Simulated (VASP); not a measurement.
**AlCu3: 7 runs along one coordinate**

System: AlCu3 (4 atoms in the cell).
Method: Kohn-Sham DFT of a periodic cell, PBEsol, VASP PAW PBE potentials, recommended, no spin polarisation (VASP 6.6.1).

The 7 runs differ only in the geometry, by an even scaling of the cell at fixed fractional positions. The structure derives from a Materials Project entry.

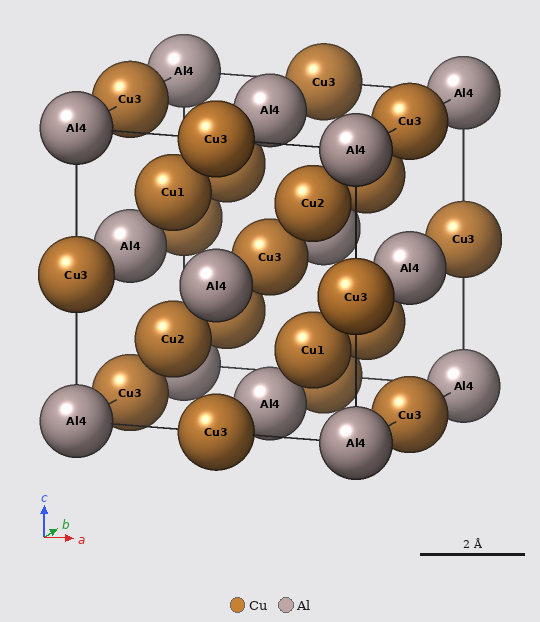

Figure 1. The structure of run 4 (spheres-only view of the cell 4 times as large as that of the calculation, set on its symmetry axes, seen slightly off an axis; atoms are numbered from 1 in the order of the input). An atom can appear more than once, as a periodic image.

**INCAR of run 4**
```
SYSTEM = AlCu3
PREC     = Accurate       ! precision mode
ENCUT    = 520            ! plane-wave cutoff, eV
EDIFF    = 1E-7           ! SCF threshold, eV
ISMEAR   = -1             ! smearing method
SIGMA    = 0.05           ! smearing width, eV
LREAL    = .FALSE.        ! projectors in reciprocal space
LASPH    = .TRUE.         ! aspherical terms in the spheres
NELM     = 100            ! most SCF steps
ALGO     = Normal         ! electronic algorithm
ISIF     = 2              ! what is computed and relaxed
LWAVE    = .FALSE.        ! write WAVECAR
LCHARG   = .TRUE.         ! write CHGCAR
GGA      = PS             ! functional
LELF     = .TRUE.         ! ELF
LVHAR    = .TRUE.       
NBANDS   = 26             ! bands
```

**KPOINTS of run 4**
```
regular mesh
0
G
  8 8 8
  0 0 0
```

**POSCAR of run 4**
```
AlCu3
1.0
    0.0000000000      2.8880109880      2.8880109880
    2.8880109880      0.0000000000      2.8880109880
    2.8880109880      2.8880109880      0.0000000000
Cu Al
3 1
Direct
    0.7500000000      0.7500000000      0.7500000000
    0.2500000000      0.2500000000      0.2500000000
    0.5000000000      0.5000000000      0.5000000000
    0.0000000000      0.0000000000      0.0000000000
```

Command:
```bash
cat potpaw_PBE.64/Cu/POTCAR potpaw_PBE.64/Al/POTCAR > POTCAR
mpirun -np 1 vasp_std > vasp.out
```

Run 5 has the same physical settings and fractional positions; its lattice vectors (Å) are:
```
   0.000000    2.907137    2.907137
   2.907137    0.000000    2.907137
   2.907137    2.907137    0.000000
```

**Results, with one run withheld**

| run | volume per atom (Å³) | free energy per atom, from the lowest run given (meV) | pressure (GPa) |
| --- | --- | --- | --- |
| 1 | 11.321 | 21.93 | 10.52 |
| 2 | 11.562 | 9.19 | 6.58 |
| 3 | 11.803 | 2.09 | 3.11 |
| 4 | 12.044 | 0.00 | −0.01 |
| 5 | 12.285 | ? | ? |
| 6 | 12.526 | 8.79 | −5.58 |
| 7 | 12.767 | 18.74 | −7.78 |

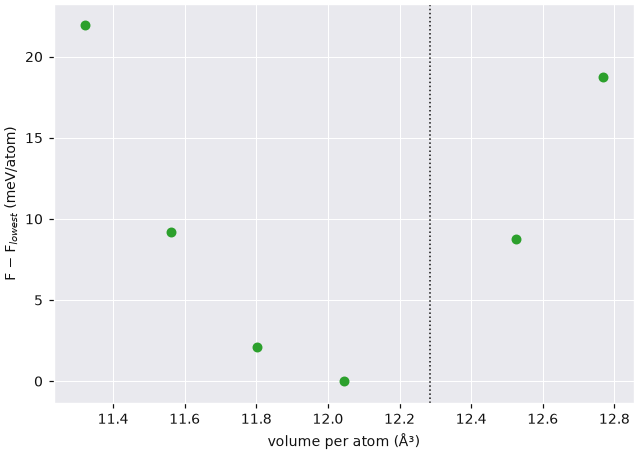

Figure 2. Free energy per atom of the runs given; the dotted line marks run 5.

What should run 5 give?

A cubic polynomial in V^(−2/3) (the Birch–Murnaghan form), fitted to the 6 runs given, misses them by under 0.01 meV per atom. With x = V^(−2/3) − 0.19093 Å⁻², it reads F = 0.074675 + 329.15 x + 3.488e+05 x² + 6.5086e+05 x³ (meV per atom). At run 5 it gives 2.40 meV per atom, and the run itself gives 2.40. The slope of the fit gives a pressure −dF/dV of −2.97 GPa there, and the run prints −3.07 GPa. The two needn't agree exactly: the fit is approximate, and the printed stress is taken on a finite basis. The fit has its minimum at 12.031 Å³ per atom, where V d²F/dV² gives 149 GPa: the bulk modulus at this level, since symmetry fixes the shape and the positions.

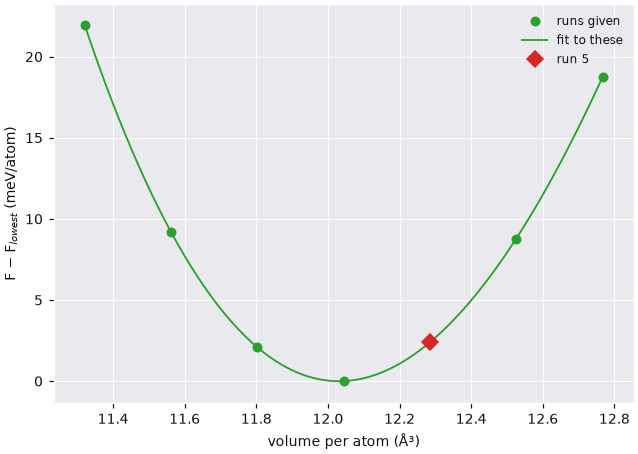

Figure 3. The fit and the withheld run.

**OSZICAR and lines of OUTCAR (run 5)**
```
N       E                     dE             d eps       ncg     rms          rms(c)
DAV:   1     0.246711351401E+03    0.24671E+03   -0.15697E+04  1628   0.216E+03
DAV:   2    -0.343398339168E+01   -0.25015E+03   -0.23931E+03  1512   0.350E+02
DAV:   3    -0.218136526942E+02   -0.18380E+02   -0.17299E+02  1704   0.133E+02
DAV:   4    -0.222306396592E+02   -0.41699E+00   -0.41579E+00  2184   0.230E+01
DAV:   5    -0.222377457169E+02   -0.71061E-02   -0.71050E-02  2286   0.237E+00    0.174E+01
DAV:   6    -0.208446548283E+02    0.13931E+01   -0.46763E+01  1768   0.163E+02    0.113E+01
DAV:   7    -0.177718398434E+02    0.30728E+01   -0.11010E+01  1836   0.768E+01    0.927E-01
DAV:   8    -0.177621330064E+02    0.97068E-02   -0.49047E-01  2224   0.134E+01    0.128E+00
DAV:   9    -0.177446524228E+02    0.17481E-01   -0.50229E-02  1974   0.113E+01    0.859E-01
DAV:  10    -0.177315482342E+02    0.13104E-01   -0.25683E-02  1852   0.569E+00    0.132E-01
DAV:  11    -0.177317749203E+02   -0.22669E-03   -0.66663E-03  1976   0.107E+00    0.495E-02
DAV:  12    -0.177317864651E+02   -0.11545E-04   -0.60434E-04  1690   0.468E-01    0.279E-02
DAV:  13    -0.177318014617E+02   -0.14997E-04   -0.21606E-04  1784   0.357E-01    0.372E-02
DAV:  14    -0.177317775255E+02    0.23936E-04   -0.48749E-05  1800   0.186E-01    0.930E-03
DAV:  15    -0.177317766452E+02    0.88024E-06   -0.57501E-06  2122   0.377E-02    0.406E-03
DAV:  16    -0.177317765363E+02    0.10893E-06   -0.18522E-07  1050   0.802E-03    0.276E-03
DAV:  17    -0.177317763880E+02    0.14832E-06   -0.41257E-07  1356   0.157E-02    0.318E-04
DAV:  18    -0.177317764213E+02   -0.33307E-07   -0.60486E-08   812   0.366E-03
   1 F= -.17731776E+02 E0= -.17729965E+02  d E =-.362227E-02
[... from OUTCAR:]
  free energy    TOTEN  =       -17.73177642 eV
  energy without entropy =      -17.72815415  energy(sigma->0) =      -17.72996529
 E-fermi :   8.2713     XC(G=0): -12.3677     alpha+bet :-14.6745
  free  energy   TOTEN  =       -17.7317764213 eV
  energy  without entropy=      -17.7281541519  energy(sigma->0) =      -17.72996529
```
